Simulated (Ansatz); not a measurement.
Fermi surface of Cs (Pnma) from first principles.

Input

```yaml
crystal:
  lattice:
    - [10.367185, 0.0, 0.0]
    - [0.0, 8.237741, 0.0]
    - [0.0, 0.0, 5.443964]
  atoms:
    - { symbol: Cs, position: [0.131887, 0.75, 0.839231] }
    - { symbol: Cs, position: [0.631887, 0.75, 0.660769] }
    - { symbol: Cs, position: [0.868113, 0.25, 0.160769] }
    - { symbol: Cs, position: [0.368113, 0.25, 0.339231] }
basis:
  ecutwfc: 420
kpoints:
  mp_grid: { grid: [4, 6, 8] }
hamiltonian:
  xc: pbe
scf:
  occupations: { method: gaussian, width: 0.05 }
output:
  forces: true
  eigenvalues: true
  eigenstates:
    nscf_kmesh: { grid: [6, 6, 10] }
    top_band: c12
    de_dk: true
    localisation: false
  stress: true
checkpoint:
  write: ck
  compress: false
  write_wavefunctions: false
  write_every: 100000
magnetization:
  noncollinear: true
  spin_orbit: true
```

Launched as:

```sh
ansatz run input.yaml --threads 1 --pin off --max-ram 3072MiB --backend cpu --events-out ev --progress --plain --runs-dir out
```

Theory: Ansatz, DFT PBE, spin-orbit coupling, plane waves, PAW; levels and slopes on a k mesh at the converged density. Non-magnetic. With an inversion centre and no moment every band is doubly degenerate; a pair is shown and named once. k mesh for the levels: 6×6×10. Unrelaxed database geometry. The cell comes from a database of computed structures, not from a measurement.

Four doubly degenerate bands cross the Fermi level; this is a three-dimensional metal. The density of states at the Fermi level is 6.1 states/eV per primitive cell. The intraband plasma frequencies along the cartesian axes x, y and z of the cell as given are 1.8, 2.2 and 2.1 eV.

Band pair 33/34: one hole pocket centred at R (4.3 % of the zone).
Band pair 35/36: an open sheet between a filled part that runs through the repeated zones in all directions and an empty one that does so in two; mean Fermi speed 3.6 × 10⁵ m/s.
Band pair 37/38: an open sheet between a empty part that runs through the repeated zones in all directions and a filled one that does so in two; mean Fermi speed 4.4 × 10⁵ m/s.
Band pair 39/40: one electron pocket centred at S (7.3 % of the zone); mean Fermi speed 3.7 × 10⁵ m/s.
A pocket cut by a face of the zone is counted once with the part on the opposite face.
The shape of the surface of band pair 33/34, band pair 37/38 and band pair 39/40 changes its kind within 0.03 eV of this level, so small parts may appear, vanish, join or separate.

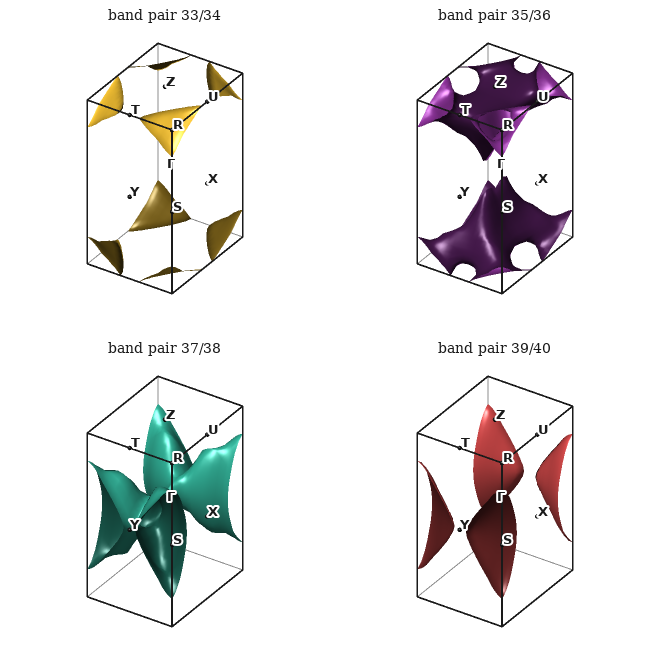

Each panel holds one band. The brighter face of a sheet looks towards empty states.

The mesh is coarse (steps of 0.13 Å⁻¹). Necks and pockets thinner than about two mesh steps aren't resolved, so separate pockets may in truth be joined.

The run (self-consistency and the dense mesh) took 27 min on 1 thread of Arm Neoverse V1, with other jobs on the host, peak memory 2.4 GiB.
